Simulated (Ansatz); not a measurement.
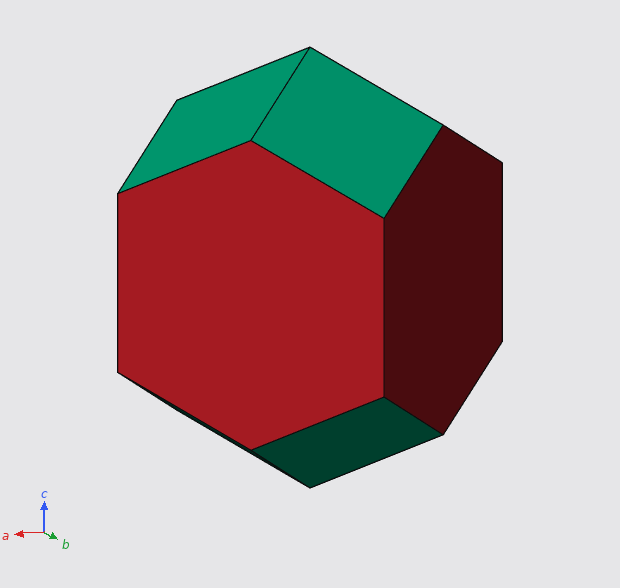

Crystal habit computed by the BFDH rule (growth rate of a face proportional to 1/d, systematic absences taken into account). This is a geometric estimate, not an energy calculation. Faces of one form share a colour. Cell of GeO2: space group P4_2/mnm (No. 136), a = 4.410 Å, b = 4.410 Å, c = 2.870 Å, α = 90.00°, β = 90.00°, γ = 90.00°. Source: the geometry relaxed with DFT, r2SCAN, plane waves, PAW (Ansatz); the starting structure was generated, so it need not be a known form of this composition. Forms under 0.4 % of the area are left out.

### Which form is which colour?

red: {110} (d = 3.12 Å, 59 % of the area); teal: {101} (d = 2.41 Å, 41 % of the area).
